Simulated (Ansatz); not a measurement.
# Run report: Ge₃Si, single-point calculation

The run: single-point calculation of Ge₃Si (P-6m2, 4 atoms in the cell). Method and program: DFT, PBE, plane waves, PAW, no spin polarisation (Ansatz 0.2.0).

The structure was made by a generator, so it may or may not be a known phase. Some settings of this run were made unusual or wrong on purpose. Figures and captions count atoms from 1; the log counts them from 0 in places.

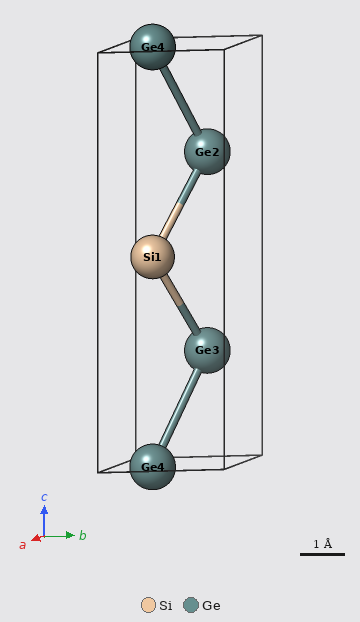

The structure as given in the input (ball-and-stick view of the cell of the calculation, seen slightly off an axis; atoms are numbered from 1 in the order of the input). An atom can appear more than once, as a periodic image.

**Input file**
```yaml
crystal:
  lattice:
    - [2.9554158477, 0.0, 0.0]
    - [-1.4777079239, 2.5594652029, 0.0]
    - [0.0, 0.0, 9.6418008712]
  atoms:
    - { symbol: Si, position: [0.6666666667, 0.3333333333, 0.5] }
    - { symbol: Ge, position: [0.3333333333, 0.6666666667, 0.7366668962] }
    - { symbol: Ge, position: [0.3333333333, 0.6666666667, 0.2633331038] }
    - { symbol: Ge, position: [0.6666666667, 0.3333333333, 0.0] }
basis:
  ecutwfc: 420
kpoints:
  mp_grid: { grid: [18, 18, 6] }
hamiltonian:
  xc: pbe
scf:
  occupations: { method: gaussian, width: 0.1 }
  mixing: { algorithm: anderson, beta: 0.001, ndim: 1 }
  max_iter: 80
output:
  forces: true
  eigenvalues: true
  stress: true
```

Launched with:
```bash
ansatz run input.yaml --threads 1 --pin off --max-ram 2560MiB --backend cpu --events-out ev --progress --plain --runs-dir out
```

**Log**
```
Engine: ansatz 0.2.0, x86_64-unknown-linux-gnu
Pseudopotentials: kind: paw
Pseudopotential: Si, paw, valence charge 4, recommended cutoff 420 eV (normal), Si.paw.azcp
Pseudopotential: Ge, paw, valence charge 14, recommended cutoff 420 eV (normal), Ge.paw.azcp
Functional definition: PBE
  parameter kappa = 0.804
  parameter beta = 0.06672455060314922
  exchange = pbe_x(kappa = kappa, mu = beta*pi^2/3)
  correlation = pbe_c(beta = beta)
Crystal: 4 atoms, lattice volume = 72.933 Å³
Basis set: ecut = 420 eV, 1389 PW (Γ), exchange–correlation on 40×40×144 points (8 copies of the dense FFT grid, shifted against one another)
Bands: 28, of which v1, the nominal top of the filled ones, is band 23 counted from 1 (22 counted from 0)
Symmetry: 12 space group operations
Space group: P-6m2 (ITA 187), of the structure as read, at distance tolerance 4.2e-5 Å
k-points: 148 of 1944 (time reversal used)
Non-local potential: Si, projectors of the file, l = 0: 2, l = 1: 2, l = 2: 2
Non-local potential: Ge, projectors of the file, l = 0: 2, l = 1: 2, l = 2: 3, l = 3: 1
PAW form: soft (Blöchl's): semilocal exchange-correlation on the pseudo side does not see the compensation charge
PAW one-centre angular grid: Si, 110 points (default); XC on 64 Gauss nodes
PAW one-centre angular grid: Ge, 590 points (default); XC on 64 Gauss nodes
Initial density: superposition of atomic densities (neutral atoms: chi_scale 0, normalization atom), corrected by the library's trained network
Initial wavefunctions: pseudopotential atomic-orbital guess
Functional: x = pbe(κ = 0.804, μ = 0.2195149727645171), c = pbe(β = 0.06672455060314922)
SCF iter   1: F=—  HF=-13519.100242 eV  |F-HF|=—  |Δ(HF+E_count)|=         —  Δρ=2.27e-3  dr2=2.92e-2  ethr=1.77e-3  ⟨swp⟩=5.7  Hψ=17210  notcnv=0
preconditioner: auto → Kerker (q_TF=auto, 2.527 Å⁻¹)  [metal: Δε(μ)=0.039 eV  Ē_g=20.766 eV  σ=0.100 eV  W_gap=0.21  n_scr=12 (ndim 1)  ℏωp=29.5 eV  f_vac=0.000  D(μ)=1.37/eV (n_scr^D=4)]
SCF iter   2: F=—  HF=-13519.099353 eV  |F-HF|=—  |Δ(HF+E_count)|=   8.89e-4  Δρ=2.28e-3  dr2=3.11e-2  ethr=6.34e-5  ⟨swp⟩=1.0  Hψ=5328  notcnv=0
SCF iter   3: F=—  HF=-13519.099351 eV  |F-HF|=—  |Δ(HF+E_count)|=   1.37e-6  Δρ=2.28e-3  dr2=3.10e-2  ethr=6.34e-5  ⟨swp⟩=1.0  Hψ=4016  notcnv=0
SCF iter   4: F=—  HF=-13519.099348 eV  |F-HF|=—  |Δ(HF+E_count)|=   2.97e-6  Δρ=2.28e-3  dr2=3.10e-2  ethr=6.34e-5  ⟨swp⟩=1.0  Hψ=4016  notcnv=0
SCF iter   5: F=—  HF=-13519.099345 eV  |F-HF|=—  |Δ(HF+E_count)|=   3.24e-6  Δρ=2.28e-3  dr2=3.09e-2  ethr=6.34e-5  ⟨swp⟩=1.0  Hψ=4016  notcnv=0
SCF iter   6: F=—  HF=-13519.099343 eV  |F-HF|=—  |Δ(HF+E_count)|=   2.00e-6  Δρ=2.28e-3  dr2=3.09e-2  ethr=6.34e-5  ⟨swp⟩=1.0  Hψ=4016  notcnv=0
SCF iter   7: F=—  HF=-13519.099340 eV  |F-HF|=—  |Δ(HF+E_count)|=   2.85e-6  Δρ=2.27e-3  dr2=3.08e-2  ethr=6.34e-5  ⟨swp⟩=1.0  Hψ=4016  notcnv=0
SCF iter   8: F=—  HF=-13519.099337 eV  |F-HF|=—  |Δ(HF+E_count)|=   3.55e-6  Δρ=2.27e-3  dr2=3.08e-2  ethr=6.34e-5  ⟨swp⟩=1.0  Hψ=4016  notcnv=0
SCF iter   9: F=—  HF=-13519.099333 eV  |F-HF|=—  |Δ(HF+E_count)|=   3.37e-6  Δρ=2.27e-3  dr2=3.08e-2  ethr=6.34e-5  ⟨swp⟩=1.0  Hψ=4016  notcnv=0
SCF iter  10: F=—  HF=-13519.099330 eV  |F-HF|=—  |Δ(HF+E_count)|=   3.49e-6  Δρ=2.27e-3  dr2=3.07e-2  ethr=6.34e-5  ⟨swp⟩=1.0  Hψ=4016  notcnv=0
SCF iter  11: F=—  HF=-13519.099327 eV  |F-HF|=—  |Δ(HF+E_count)|=   3.01e-6  Δρ=2.27e-3  dr2=3.07e-2  ethr=6.34e-5  ⟨swp⟩=1.0  Hψ=4016  notcnv=0
SCF iter  12: F=—  HF=-13519.099323 eV  |F-HF|=—  |Δ(HF+E_count)|=   3.41e-6  Δρ=2.27e-3  dr2=3.06e-2  ethr=6.34e-5  ⟨swp⟩=1.0  Hψ=4016  notcnv=0
SCF iter  13: F=—  HF=-13519.099321 eV  |F-HF|=—  |Δ(HF+E_count)|=   2.42e-6  Δρ=2.26e-3  dr2=3.06e-2  ethr=6.34e-5  ⟨swp⟩=1.0  Hψ=4016  notcnv=0
SCF iter  14: F=—  HF=-13519.099318 eV  |F-HF|=—  |Δ(HF+E_count)|=   2.54e-6  Δρ=2.26e-3  dr2=3.05e-2  ethr=6.34e-5  ⟨swp⟩=1.0  Hψ=4016  notcnv=0
SCF iter  15: F=—  HF=-13519.099315 eV  |F-HF|=—  |Δ(HF+E_count)|=   3.30e-6  Δρ=2.26e-3  dr2=3.05e-2  ethr=6.34e-5  ⟨swp⟩=1.0  Hψ=4016  notcnv=0
SCF iter  16: F=—  HF=-13519.099312 eV  |F-HF|=—  |Δ(HF+E_count)|=   2.96e-6  Δρ=2.26e-3  dr2=3.04e-2  ethr=6.34e-5  ⟨swp⟩=1.0  Hψ=4016  notcnv=0
SCF iter  17: F=—  HF=-13519.099309 eV  |F-HF|=—  |Δ(HF+E_count)|=   2.70e-6  Δρ=2.26e-3  dr2=3.04e-2  ethr=6.34e-5  ⟨swp⟩=1.0  Hψ=4016  notcnv=0
SCF iter  18: F=—  HF=-13519.099306 eV  |F-HF|=—  |Δ(HF+E_count)|=   2.89e-6  Δρ=2.26e-3  dr2=3.03e-2  ethr=6.34e-5  ⟨swp⟩=1.0  Hψ=4016  notcnv=0
SCF iter  19: F=—  HF=-13519.099304 eV  |F-HF|=—  |Δ(HF+E_count)|=   2.40e-6  Δρ=2.25e-3  dr2=3.03e-2  ethr=6.34e-5  ⟨swp⟩=1.0  Hψ=4016  notcnv=0
SCF iter  20: F=—  HF=-13519.099300 eV  |F-HF|=—  |Δ(HF+E_count)|=   3.71e-6  Δρ=2.25e-3  dr2=3.02e-2  ethr=6.34e-5  ⟨swp⟩=1.0  Hψ=4016  notcnv=0
SCF iter  21: F=—  HF=-13519.099298 eV  |F-HF|=—  |Δ(HF+E_count)|=   2.82e-6  Δρ=2.25e-3  dr2=3.02e-2  ethr=6.34e-5  ⟨swp⟩=1.0  Hψ=4016  notcnv=0
SCF iter  22: F=—  HF=-13519.099294 eV  |F-HF|=—  |Δ(HF+E_count)|=   3.20e-6  Δρ=2.25e-3  dr2=3.02e-2  ethr=6.34e-5  ⟨swp⟩=1.0  Hψ=4016  notcnv=0
SCF iter  23: F=—  HF=-13519.099291 eV  |F-HF|=—  |Δ(HF+E_count)|=   3.20e-6  Δρ=2.25e-3  dr2=3.01e-2  ethr=6.34e-5  ⟨swp⟩=1.0  Hψ=4016  notcnv=0
SCF iter  24: F=—  HF=-13519.099288 eV  |F-HF|=—  |Δ(HF+E_count)|=   3.23e-6  Δρ=2.25e-3  dr2=3.01e-2  ethr=6.34e-5  ⟨swp⟩=1.0  Hψ=4016  notcnv=0
SCF iter  25: F=—  HF=-13519.099285 eV  |F-HF|=—  |Δ(HF+E_count)|=   2.76e-6  Δρ=2.24e-3  dr2=3.00e-2  ethr=6.34e-5  ⟨swp⟩=1.0  Hψ=4016  notcnv=0
SCF iter  26: F=—  HF=-13519.099283 eV  |F-HF|=—  |Δ(HF+E_count)|=   2.61e-6  Δρ=2.24e-3  dr2=3.00e-2  ethr=6.34e-5  ⟨swp⟩=1.0  Hψ=4016  notcnv=0
SCF iter  27: F=—  HF=-13519.099279 eV  |F-HF|=—  |Δ(HF+E_count)|=   3.50e-6  Δρ=2.24e-3  dr2=2.99e-2  ethr=6.34e-5  ⟨swp⟩=1.0  Hψ=4016  notcnv=0
SCF iter  28: F=—  HF=-13519.099276 eV  |F-HF|=—  |Δ(HF+E_count)|=   3.00e-6  Δρ=2.24e-3  dr2=2.99e-2  ethr=6.34e-5  ⟨swp⟩=1.0  Hψ=4016  notcnv=0
SCF iter  29: F=—  HF=-13519.099272 eV  |F-HF|=—  |Δ(HF+E_count)|=   3.88e-6  Δρ=2.24e-3  dr2=2.98e-2  ethr=6.34e-5  ⟨swp⟩=1.0  Hψ=4016  notcnv=0
SCF iter  30: F=—  HF=-13519.099268 eV  |F-HF|=—  |Δ(HF+E_count)|=   4.15e-6  Δρ=2.23e-3  dr2=2.98e-2  ethr=6.34e-5  ⟨swp⟩=1.0  Hψ=4016  notcnv=0
SCF iter  31: F=—  HF=-13519.099264 eV  |F-HF|=—  |Δ(HF+E_count)|=   3.79e-6  Δρ=2.23e-3  dr2=2.98e-2  ethr=6.34e-5  ⟨swp⟩=1.0  Hψ=4016  notcnv=0
SCF iter  32: F=—  HF=-13519.099304 eV  |F-HF|=—  |Δ(HF+E_count)|=   4.03e-5  Δρ=2.23e-3  dr2=2.97e-2  ethr=2.17e-6  ⟨swp⟩=2.3  Hψ=10575  notcnv=0
Mixer restart at iter 32: flushing history
iteration 32: the SCF's residuals had fallen too slowly under its mixing. It goes on by minimising its free energy, and can end on another state than longer mixing would; under `scf.algorithm: density_mixing` no SCF does so, but by `scf.convergence.dm_fallback`
SCF iter  33: F=—  HF=-13519.097634 eV  |F-HF|=—  |Δ(HF+E_count)|=   1.67e-3  Δρ=4.71e-4  dr2=1.68e-3  ethr=2.17e-6  ⟨swp⟩=4.1  Hψ=29363  notcnv=0
SCF iter  34: F=—  HF=-13519.097436 eV  |F-HF|=—  |Δ(HF+E_count)|=   1.97e-4  Δρ=8.06e-5  dr2=1.96e-5  ethr=2.17e-6  ⟨swp⟩=3.2  Hψ=14713  notcnv=0
SCF iter  35: F=-13519.097433 eV  HF=-13519.097433 eV  |F-HF|=1.60e-8  |Δ(HF+E_count)|=   3.78e-6  Δρ=3.80e-6  dr2=1.24e-8  ethr=2.17e-10  ⟨swp⟩=4.4  Hψ=16352  notcnv=0
SCF iter  36: F=-13519.097433 eV  HF=-13519.097433 eV  |F-HF|=1.60e-8  |Δ(HF+E_count)|=    0.00e0  Δρ=3.80e-6  dr2=1.24e-8  ethr=2.70e-11  ⟨swp⟩=2.4  Hψ=16090  notcnv=0
SCF 1 converged in 36 iterations: F = -13519.097433 eV  dr2 = 1.24e-8
  greatest PAW one-centre occupation: 0.998 electrons in one spin orbital (limit 2), on the Ge atom at site 3 (counted from 0), in its partial waves of l = 2
```

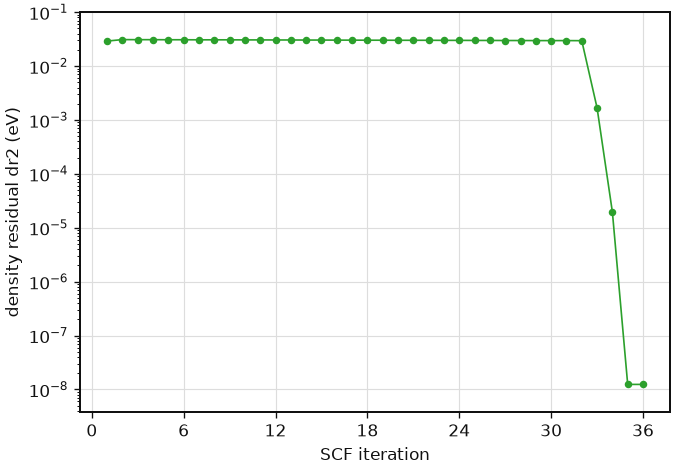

Convergence of the self-consistent field: density residual dr2 against the SCF iteration. The residual lingers near 0.03 from about step 1 to 32 before it falls again.

```
SCF converged after 36 iterations
Free energy (F): -13519.097433 eV
Harris-Foulkes:  -13519.097433 eV  (|F-HF|=1.60e-8)
Internal energy: -13519.090448 eV  (E = F + TS)
E sigma→0 (E₀):  -13519.093940 eV
Entropy (-TS):   -0.006985 eV (-1.746 meV/atom)
Fermi energy:    10.646186 eV
--- Per-component energies (eV) ---
  E_band       = -336.305900
  E_kinetic    = 369.146798
  E_local      = -7349.840242  (includes V_loc(G=0)·N_el)
  E_nonlocal   = 1270.712140
  E_hartree    = 3266.841044
  E_xc         = -282.050740
  E_vxc        = -240.321965  (∫ρ·V_xc dr)
  E_paw        = -6560.277788  (= ΣΔE_a)
  E_vpaw       = -919.686707  (= ΣTr[D̂ρ^β])
  E_aug_tail   = 0.000937  (compensation charges beyond the density's cutoff)
  E_ewald      = -4233.622597
  E_smearing   = -0.006985  (= −TS)
  E_closure    = 0.000000  (closes the sum)
  Σ components = -13519.097433   (vs F -13519.097433, Δ=0.00e0)
--- Forces (eV/Å), atoms counted from 1 ---
  atom   1  Si     0.00000000     0.00000000     0.00000000
  atom   2  Ge    -0.00000000    -0.00000000    -0.00260324
  atom   3  Ge    -0.00000000    -0.00000000     0.00260324
  atom   4  Ge     0.00000000     0.00000000     0.00000000
  max |Σ_I F_I| component: 1.30e-16 eV/Å
--- Stress (GPa, compression-positive) ---
        0.012251      -0.000000       0.000000
       -0.000000       0.012251       0.000000
        0.000000       0.000000       0.000852
  P = ⅓ Tr σ = 0.0085 GPa (0.085 kbar)
--- Band table (eV; the first three rows and the last of 148) ---
  k-point 0: bands = ["-14.1048", "-14.0883", "-14.0883", "-14.0827", "-14.0820", "-14.0820", "-14.0812", "-14.0788", "-14.0788", "-14.0394", "-14.0394", "-14.0127", "-14.0127", "-14.0051", "-14.0051", "-2.5786", "-1.1677", "-0.8260", "3.0424", "5.0229", "11.8659", "12.0006", "17.2893", "17.2893", "18.5934", "18.5934", "18.7039", "18.7039"]
  k-point 1: bands = ["-14.1048", "-14.0883", "-14.0883", "-14.0827", "-14.0820", "-14.0820", "-14.0812", "-14.0788", "-14.0788", "-14.0394", "-14.0394", "-14.0127", "-14.0127", "-14.0051", "-14.0051", "-2.5359", "-1.4962", "-0.4231", "2.6389", "5.5218", "10.4658", "13.4559", "17.3048", "17.3048", "18.4199", "18.4199", "18.8629", "18.8629"]
  k-point 2: bands = ["-14.1048", "-14.0883", "-14.0883", "-14.0826", "-14.0820", "-14.0820", "-14.0814", "-14.0788", "-14.0788", "-14.0394", "-14.0394", "-14.0126", "-14.0126", "-14.0051", "-14.0051", "-2.4103", "-1.8685", "0.1502", "1.9374", "6.5280", "9.0783", "14.9927", "17.3393", "17.3393", "18.2382", "18.2477", "18.2477", "18.9948"]
  k-point 147: bands = ["-14.0932", "-14.0824", "-14.0782", "-14.0527", "-14.0514", "-14.0511", "-14.0442", "-14.0419", "-14.0368", "-14.0354", "-14.0326", "-14.0249", "-14.0086", "-14.0085", "-14.0039", "4.1317", "4.4857", "4.5780", "4.9472", "6.7157", "7.2291", "7.8940", "8.2573", "8.2576", "8.9592", "9.6689", "10.1926", "13.7912"]
```

**What the run reported**

- outcome: converged
- space group (tolerance 0.01 Å): P-6m2 (187)
- electrons treated: 46
- free energy: −13519.0974 eV
- Fermi energy: 10.646 eV
- gap on the k-point mesh: none (metallic)
- pressure: 0.01 GPa
- largest force (length of the vector): 0.003 eV/Å
- hardware: 1 thread of Intel Xeon @ 2.50GHz (Skylake/Cascade Lake), 189 GiB of memory available, shared host
- wall time: 3.8 min
- peak memory: 0.89 GiB

**Notes**

The input was spoiled on purpose: mixing far too weak (`scf.mixing`). The run converged; whether the setting changed the result can't be told without a sound run beside it.
